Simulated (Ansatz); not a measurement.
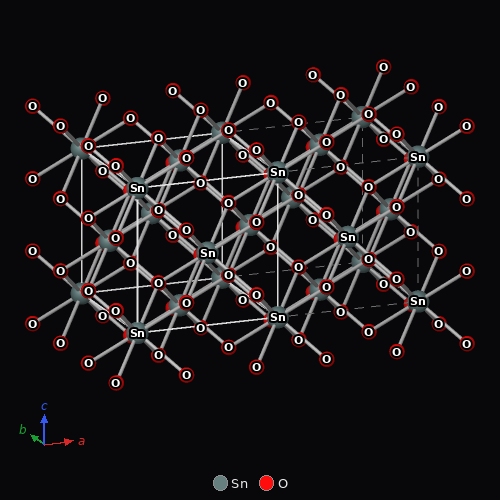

SnO2 (space group Fm-3m, No. 225): the geometry relaxed with Ansatz, DFT, PBE, PAW with Ansatz's default frozen-core files, scalar-relativistic; the starting structure was generated, so it need not be a known form of this composition.

Bonds are taken as O–Sn below 2.5 Å; no other contact counts. Simplification: prune 0- and 1-connected atoms, fold 2-connected ones into links.

### What kind of net remains, and which atoms are its nodes?

A binodal (4,8)-connected, three-periodic net: O is a 4-connected node; Sn is an 8-connected node, in the ratio 2:1.

### Which named net is it?

It is the flu net, known from fluorite.

### Is the net interpenetrated?

It is a single net, without interpenetration.

### Give the point symbol of each node (shortest cycle at each angle).

O: 4⁶; Sn: 4¹²·6¹²·8⁴.

### Give the first five terms of the coordination sequence (nodes one, two, three … edges away).

O: 4, 22, 24, 82, 64; Sn: 8, 12, 48, 42, 128.
